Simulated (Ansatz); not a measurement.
# Run report: Ga96N96, single-point calculation (part 2 of 3)

Ga96N96 (192 atoms in the cell); DFT, HSE06, PAW, plane waves (Ansatz 0.2.0); cutoff 420 eV, 1×1×1 k-mesh, Fermi–Dirac smearing of 0.01 eV. The structure was built on a prototype by a generator.

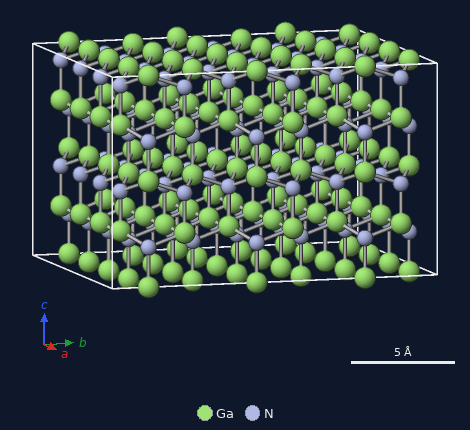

Figure 1. The input geometry (ball-and-stick view of the cell of the calculation, seen slightly off an axis).

## What the program printed, continued
```
SCF iter   1: F=—  HF=-400117.996342 eV  |F-HF|=—  |Δ(HF+E_count)|=         —  Δρ=1.17e-3  dr2=9.06e-3  ethr=1.77e-3  ⟨swp⟩=10.0  Hψ=4774  notcnv=0
preconditioner: auto → none  [insulator: Δε(μ)=1.918 eV  Ē_g=16.610 eV  σ=0.010 eV  W_gap=1.00  n_scr=666 (ndim 8)  ℏωp=33.0 eV  f_vac=0.008  D(μ)=0.00/eV (n_scr^D=0)]
SCF iter   2: F=—  HF=-400118.043444 eV  |F-HF|=—  |Δ(HF+E_count)|=   4.71e-2  Δρ=6.95e-4  dr2=4.36e-3  ethr=5.24e-7  ⟨swp⟩=7.0  Hψ=4578  notcnv=0  defer=79
SCF iter   3: F=—  HF=-400118.046970 eV  |F-HF|=—  |Δ(HF+E_count)|=   3.53e-3  Δρ=2.92e-4  dr2=6.62e-4  ethr=2.52e-7  ⟨swp⟩=19.0  Hψ=2676  notcnv=0  defer=7
SCF iter   4: F=-400118.048697 eV  HF=-400118.048731 eV  |F-HF|=3.39e-5  |Δ(HF+E_count)|=   1.76e-3  Δρ=7.02e-5  dr2=6.72e-5  ethr=3.83e-8  ⟨swp⟩=4.0  Hψ=2947  notcnv=0
SCF 1 stopped early in 4 iterations: F = -400118.048697 eV  dr2 = 6.72e-5
  greatest PAW one-centre occupation: 0.995 electrons in one spin orbital (limit 2), on the Ga atom at site 95 (counted from 0), in its partial waves of l = 2
Initial density: handed on by an earlier stage of this run
Initial wavefunctions: those handed on with the density
Functional: x = pbe(κ = 0.804, μ = 0.2195149727645171) + 0.25 (exact − pbe) at short range (hse, ω = 0.20786987370883472 Å⁻¹), c = pbe(β = 0.06672455060314922); HSE06 as pw.x's `hse` composes it (authors' and Libxc's form: `xc: wpbeh`)
Exchange kernel: α = 0.2500, screened, ω = 0.2079 Å⁻¹, Wigner–Seitz truncation, v(0) = 983.2439 eV·Å³, q-mesh 1×1×1, nearest image of the exchange supercell L = 10.37 Å, pair-density grid 72×90×60, without the augmentation charges, whose exchange is taken in its separable form (sized by the pseudopotential files, 90×120×72 at the most), smooth part of the exact exchange by density-matrix convoluti
Frozen-core exchange: fock
SCF iter   1: F=—  HF=-400167.169574 eV  |F-HF|=—  |Δ(HF+E_count)|=         —  Δρ=1.76e-2  dr2=2.68e0  ethr=3.89e-8  ⟨swp⟩=15.0  Hψ=6852  notcnv=0
preconditioner: auto → none  [insulator: Δε(μ)=3.162 eV  Ē_g=19.724 eV  σ=0.010 eV  W_gap=1.00  n_scr=666 (ndim 8)  ℏωp=33.0 eV  f_vac=0.009  D(μ)=0.00/eV (n_scr^D=0)]
SCF iter   2: F=—  HF=-400165.840776 eV  |F-HF|=—  |Δ(HF+E_count)|=    1.33e0  Δρ=4.26e-3  dr2=2.72e-1  ethr=3.89e-8  ⟨swp⟩=6.0  Hψ=5243  notcnv=0
SCF iter   3: F=—  HF=-400166.578626 eV  |F-HF|=—  |Δ(HF+E_count)|=   7.38e-1  Δρ=4.33e-3  dr2=1.51e-1  ethr=3.89e-8  ⟨swp⟩=6.0  Hψ=5244  notcnv=0
SCF iter   4: F=—  HF=-400166.554953 eV  |F-HF|=—  |Δ(HF+E_count)|=   2.37e-2  Δρ=1.50e-3  dr2=2.50e-2  ethr=3.89e-8  ⟨swp⟩=4.0  Hψ=4080  notcnv=0
SCF iter   5: F=—  HF=-400166.554956 eV  |F-HF|=—  |Δ(HF+E_count)|=   2.87e-6  Δρ=4.25e-4  dr2=4.65e-3  ethr=3.89e-8  ⟨swp⟩=4.0  Hψ=3617  notcnv=0
SCF iter   6: F=—  HF=-400166.568300 eV  |F-HF|=—  |Δ(HF+E_count)|=   1.33e-2  Δρ=2.87e-4  dr2=7.55e-4  ethr=3.89e-8  ⟨swp⟩=6.0  Hψ=4219  notcnv=0
iter 7 solved again at ethr=4.27e-10 eV; its pass at ethr=3.89e-8 eV (dr2=7.37e-6 eV) is discarded
SCF iter   7: F=-400166.567768 eV  HF=-400166.567770 eV  |F-HF|=2.32e-6  |Δ(HF+E_count)|=   5.29e-4  Δρ=3.05e-5  dr2=4.46e-5  ethr=4.27e-10  ⟨swp⟩=5.0  Hψ=5126  notcnv=0
SCF 2 stopped early in 7 iterations: F = -400166.567768 eV  dr2 = 4.46e-5
  Residual-converged pass: ⟨swp⟩=3.0  Hψ=2275  notcnv=0  max |occ|·‖R‖ = 6.3e-6 eV (tolerance 6.7e-6 eV)  dr2=4.46e-5  dr2_onsite=2.78e-6  max |Δocc| = 0.0e0
  greatest PAW one-centre occupation: 0.996 electrons in one spin orbital (limit 2), on the Ga atom at site 95 (counted from 0), in its partial waves of l = 2
hybrid outer 1: dexx = +8.603e-1 eV, tail = 1.89e-3 eV
SCF iter   1: F=—  HF=-400166.544245 eV  |F-HF|=—  |Δ(HF+E_count)|=         —  Δρ=1.21e-4  dr2=3.33e-4  ethr=5.47e-7  ⟨swp⟩=11.0  Hψ=2787  notcnv=0
preconditioner: auto → none  [insulator: Δε(μ)=3.206 eV  Ē_g=19.552 eV  σ=0.010 eV  W_gap=1.00  n_scr=666 (ndim 8)  ℏωp=33.0 eV  f_vac=0.012  D(μ)=0.00/eV (n_scr^D=0)]
SCF iter   2: F=—  HF=-400166.544174 eV  |F-HF|=—  |Δ(HF+E_count)|=   7.05e-5  Δρ=2.22e-5  dr2=1.61e-5  ethr=1.87e-8  ⟨swp⟩=4.0  Hψ=2803  notcnv=0
SCF iter   3: F=—  HF=-400166.544232 eV  |F-HF|=—  |Δ(HF+E_count)|=   5.78e-5  Δρ=2.04e-5  dr2=8.96e-6  ethr=4.78e-10  ⟨swp⟩=10.0  Hψ=3455  notcnv=0
SCF iter   4: F=—  HF=-400166.544230 eV  |F-HF|=—  |Δ(HF+E_count)|=   2.24e-6  Δρ=3.10e-6  dr2=2.03e-7  ethr=4.78e-10  ⟨swp⟩=3.0  Hψ=2231  notcnv=0
SCF iter   5: F=-400166.544231 eV  HF=-400166.544231 eV  |F-HF|=5.41e-8  |Δ(HF+E_count)|=   8.32e-7  Δρ=1.28e-6  dr2=2.70e-8  ethr=7.28e-12  ⟨swp⟩=16.0  Hψ=3390  notcnv=0  defer=4
SCF 3 converged in 5 iterations: F = -400166.544231 eV  dr2 = 2.70e-8
  Residual-converged pass: ⟨swp⟩=3.0  Hψ=1934  notcnv=0  max |occ|·‖R‖ = 4.3e-6 eV (tolerance 4.4e-6 eV)  dr2=2.71e-8  dr2_onsite=5.36e-8  max |Δocc| = 0.0e0
hybrid outer 2: dexx = +5.459e-5 eV, tail = 1.08e-6 eV, Δε = 3.97e-3 eV (about 1.06e-4 eV left of the loop's levels), ΔF = 2.61e-3 eV/Å (tail 5.70e-4)
SCF iter   1: F=—  HF=-400166.544217 eV  |F-HF|=—  |Δ(HF+E_count)|=         —  Δρ=2.31e-6  dr2=1.00e-7  ethr=3.14e-10  ⟨swp⟩=20.0  Hψ=3131  notcnv=2
preconditioner: auto → none  [insulator: Δε(μ)=3.207 eV  Ē_g=19.552 eV  σ=0.010 eV  W_gap=1.00  n_scr=666 (ndim 8)  ℏωp=33.0 eV  f_vac=0.012  D(μ)=0.00/eV (n_scr^D=0)]
SCF iter   2: F=-400166.544217 eV  HF=-400166.544217 eV  |F-HF|=7.04e-9  |Δ(HF+E_count)|=   4.74e-8  Δρ=6.85e-7  dr2=1.47e-8  ethr=4.99e-12  ⟨swp⟩=5.0  Hψ=2777  notcnv=0
SCF 4 converged in 2 iterations: F = -400166.544217 eV  dr2 = 1.47e-8
  Residual-converged pass: ⟨swp⟩=2.0  Hψ=1190  notcnv=0  max |occ|·‖R‖ = 6.6e-6 eV (tolerance 6.7e-6 eV)  dr2=1.49e-8  dr2_onsite=7.22e-10  max |Δocc| = 0.0e0
  greatest PAW one-centre occupation: 0.996 electrons in one spin orbital (limit 2), on the Ga atom at site 47 (counted from 0), in its partial waves of l = 2
```

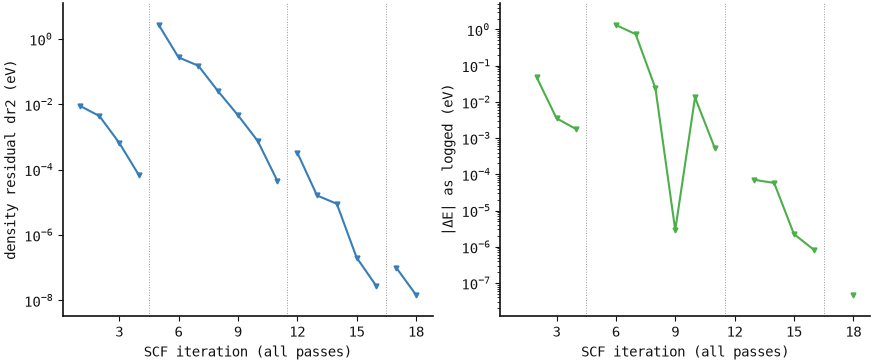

Figure 2. Convergence of the self-consistent field: density residual dr2 and size of the energy change against the SCF iteration. The run starts with a semilocal functional; after that each stretch between dotted lines is one SCF of the hybrid functional between two exact rebuilds of the exchange operator by the outer loop. Early passes are stopped at a loose threshold. The passes take 4, 7, 5 and 2 iterations.

```
hybrid outer 3: dexx = +2.769e-8 eV, tail = 3.16e-8 eV, Δε = 1.05e-4 eV (about 2.07e-5 eV left of the loop's levels), ΔF = 2.27e-5 eV/Å (tail 5.09e-5)
NSCF: frozen V_eff on 1 k-points
hybrid SCF converged: 3 outer / 14 inner (+4 warm-up), last move |dexx| = 2.77e-8 eV, tail = 3.16e-8 eV
Stability not checked: this state was not tested for a lower state beside it, because the functional holds exact exchange (a hybrid, or Hartree-Fock), whose exchange loop this test does not read (fock_operator; see scf.lower_state_search)
Free energy (F): -400166.544217 eV
Harris-Foulkes:  -400166.544217 eV  (|F-HF|=7.04e-9)
Internal energy: -400166.544217 eV  (E = F + TS)
E sigma→0 (E₀):  -400166.544217 eV
Fermi energy:    10.541701 eV
--- Per-component energies (eV) ---
  E_band       = -4326.176123
  E_kinetic    = 23709.327933
  E_local      = -187413.963406  (includes V_loc(G=0)·N_el)
  E_nonlocal   = 45588.449511
  E_hartree    = 86634.704879
  E_xc         = -9946.613757
  E_vxc        = -10291.940663  (∫ρ·V_xc dr)
  E_exx        = -5955.140953  (= α·E_x^exact, valence–valence)
  E_paw        = -200242.767609  (= ΣΔE_a)
  E_vpaw       = -37277.174836  (= ΣTr[D̂ρ^β])
  E_aug_tail   = 0.005658  (compensation charges beyond the density's cutoff)
  E_ewald      = -152549.196027
  E_core_change = 8.649542  (= ΣΔE_core)
  E_smearing   = -0.000000  (= −TS)
  E_closure    = 0.000013  (closes the sum)
  Σ components = -400166.544217   (vs F -400166.544217, Δ=-5.82e-11)
--- Forces (eV/Å), atoms counted from 1 ---
  atom   1  Ga     0.00000000    -0.00150508    -0.01601855
  atom   2  Ga     0.00000000    -0.00150508    -0.01601855
  atom   3  Ga     0.00000000    -0.00150508    -0.01601855
  atom   4  Ga     0.00000000    -0.00150508    -0.01601855
  atom   5  Ga     0.00000000    -0.00150508    -0.01601855
  atom   6  Ga     0.00000000    -0.00150508    -0.01601855
  atom   7  Ga     0.00000000    -0.00150508    -0.01601855
  atom   8  Ga     0.00000000    -0.00150508    -0.01601855
  atom   9  Ga     0.00000000    -0.00150508    -0.01601855
  atom  10  Ga     0.00000000    -0.00150508    -0.01601855
  atom  11  Ga     0.00000000    -0.00150508    -0.01601855
  atom  12  Ga     0.00000000    -0.00150508    -0.01601855
  atom  13  Ga     0.00000000    -0.00150508    -0.01601855
  atom  14  Ga     0.00000000    -0.00150508    -0.01601855
  atom  15  Ga     0.00000000    -0.00150508    -0.01601855
  atom  16  Ga     0.00000000    -0.00150508    -0.01601855
  atom  17  Ga     0.00000000    -0.00150508    -0.01601855
  atom  18  Ga     0.00000000    -0.00150508    -0.01601855
  atom  19  Ga     0.00000000    -0.00150508    -0.01601855
  atom  20  Ga     0.00000000    -0.00150508    -0.01601855
  atom  21  Ga     0.00000000    -0.00150508    -0.01601855
  atom  22  Ga     0.00000000    -0.00150508    -0.01601855
  atom  23  Ga     0.00000000    -0.00150508    -0.01601855
  atom  24  Ga     0.00000000    -0.00150508    -0.01601855
  atom  25  Ga     0.00000000    -0.00150508    -0.01601855
  atom  26  Ga     0.00000000    -0.00150508    -0.01601855
  atom  27  Ga     0.00000000    -0.00150508    -0.01601855
  atom  28  Ga     0.00000000    -0.00150508    -0.01601855
  atom  29  Ga     0.00000000    -0.00150508    -0.01601855
  atom  30  Ga     0.00000000    -0.00150508    -0.01601855
  atom  31  Ga     0.00000000    -0.00150508    -0.01601855
  atom  32  Ga     0.00000000    -0.00150508    -0.01601855
  atom  33  Ga     0.00000000    -0.00150508    -0.01601855
  atom  34  Ga     0.00000000    -0.00150508    -0.01601855
  atom  35  Ga     0.00000000    -0.00150508    -0.01601855
  atom  36  Ga     0.00000000    -0.00150508    -0.01601855
  atom  37  Ga     0.00000000    -0.00150508    -0.01601855
  atom  38  Ga     0.00000000    -0.00150508    -0.01601855
  atom  39  Ga     0.00000000    -0.00150508    -0.01601855
  atom  40  Ga     0.00000000    -0.00150508    -0.01601855
  atom  41  Ga     0.00000000    -0.00150508    -0.01601855
  atom  42  Ga     0.00000000    -0.00150508    -0.01601855
  atom  43  Ga     0.00000000    -0.00150508    -0.01601855
  atom  44  Ga     0.00000000    -0.00150508    -0.01601855
  atom  45  Ga     0.00000000    -0.00150508    -0.01601855
  atom  46  Ga     0.00000000    -0.00150508    -0.01601855
  atom  47  Ga     0.00000000    -0.00150508    -0.01601855
  atom  48  Ga     0.00000000    -0.00150508    -0.01601855
  atom  49  Ga    -0.00000000     0.00150508    -0.01601855
  atom  50  Ga    -0.00000000     0.00150508    -0.01601855
  atom  51  Ga    -0.00000000     0.00150508    -0.01601855
  atom  52  Ga    -0.00000000     0.00150508    -0.01601855
  atom  53  Ga    -0.00000000     0.00150508    -0.01601855
  atom  54  Ga    -0.00000000     0.00150508    -0.01601855
  atom  55  Ga    -0.00000000     0.00150508    -0.01601855
  atom  56  Ga    -0.00000000     0.00150508    -0.01601855
  atom  57  Ga    -0.00000000     0.00150508    -0.01601855
  atom  58  Ga    -0.00000000     0.00150508    -0.01601855
  atom  59  Ga    -0.00000000     0.00150508    -0.01601855
  atom  60  Ga    -0.00000000     0.00150508    -0.01601855
  atom  61  Ga    -0.00000000     0.00150508    -0.01601855
  atom  62  Ga    -0.00000000     0.00150508    -0.01601855
  atom  63  Ga    -0.00000000     0.00150508    -0.01601855
  atom  64  Ga    -0.00000000     0.00150508    -0.01601855
  atom  65  Ga    -0.00000000     0.00150508    -0.01601855
  atom  66  Ga    -0.00000000     0.00150508    -0.01601855
  atom  67  Ga    -0.00000000     0.00150508    -0.01601855
  atom  68  Ga    -0.00000000     0.00150508    -0.01601855
  atom  69  Ga    -0.00000000     0.00150508    -0.01601855
  atom  70  Ga    -0.00000000     0.00150508    -0.01601855
  atom  71  Ga    -0.00000000     0.00150508    -0.01601855
  atom  72  Ga    -0.00000000     0.00150508    -0.01601855
  atom  73  Ga    -0.00000000     0.00150508    -0.01601855
  atom  74  Ga    -0.00000000     0.00150508    -0.01601855
  atom  75  Ga    -0.00000000     0.00150508    -0.01601855
  atom  76  Ga    -0.00000000     0.00150508    -0.01601855
  atom  77  Ga    -0.00000000     0.00150508    -0.01601855
  atom  78  Ga    -0.00000000     0.00150508    -0.01601855
  atom  79  Ga    -0.00000000     0.00150508    -0.01601855
  atom  80  Ga    -0.00000000     0.00150508    -0.01601855
  atom  81  Ga    -0.00000000     0.00150508    -0.01601855
  atom  82  Ga    -0.00000000     0.00150508    -0.01601855
  atom  83  Ga    -0.00000000     0.00150508    -0.01601855
  atom  84  Ga    -0.00000000     0.00150508    -0.01601855
  atom  85  Ga    -0.00000000     0.00150508    -0.01601855
  atom  86  Ga    -0.00000000     0.00150508    -0.01601855
  atom  87  Ga    -0.00000000     0.00150508    -0.01601855
  atom  88  Ga    -0.00000000     0.00150508    -0.01601855
  atom  89  Ga    -0.00000000     0.00150508    -0.01601855
  atom  90  Ga    -0.00000000     0.00150508    -0.01601855
  atom  91  Ga    -0.00000000     0.00150508    -0.01601855
  atom  92  Ga    -0.00000000     0.00150508    -0.01601855
  atom  93  Ga    -0.00000000     0.00150508    -0.01601855
  atom  94  Ga    -0.00000000     0.00150508    -0.01601855
  atom  95  Ga    -0.00000000     0.00150508    -0.01601855
  atom  96  Ga    -0.00000000     0.00150508    -0.01601855
  atom  97  N      0.00000000    -0.00409106     0.01601515
  atom  98  N      0.00000000    -0.00409106     0.01601515
  atom  99  N      0.00000000    -0.00409106     0.01601515
  atom 100  N      0.00000000    -0.00409106     0.01601515
  atom 101  N      0.00000000    -0.00409106     0.01601515
  atom 102  N      0.00000000    -0.00409106     0.01601515
  atom 103  N      0.00000000    -0.00409106     0.01601515
  atom 104  N      0.00000000    -0.00409106     0.01601515
  atom 105  N      0.00000000    -0.00409106     0.01601515
  atom 106  N      0.00000000    -0.00409106     0.01601515
  atom 107  N      0.00000000    -0.00409106     0.01601515
  atom 108  N      0.00000000    -0.00409106     0.01601515
  atom 109  N      0.00000000    -0.00409106     0.01601515
  atom 110  N      0.00000000    -0.00409106     0.01601515
  atom 111  N      0.00000000    -0.00409106     0.01601515
  atom 112  N      0.00000000    -0.00409106     0.01601515
  atom 113  N      0.00000000    -0.00409106     0.01601515
  atom 114  N      0.00000000    -0.00409106     0.01601515
  atom 115  N      0.00000000    -0.00409106     0.01601515
  atom 116  N      0.00000000    -0.00409106     0.01601515
  atom 117  N      0.00000000    -0.00409106     0.01601515
  atom 118  N      0.00000000    -0.00409106     0.01601515
  atom 119  N      0.00000000    -0.00409106     0.01601515
  atom 120  N      0.00000000    -0.00409106     0.01601515
  atom 121  N      0.00000000    -0.00409106     0.01601515
  atom 122  N      0.00000000    -0.00409106     0.01601515
  atom 123  N      0.00000000    -0.00409106     0.01601515
```
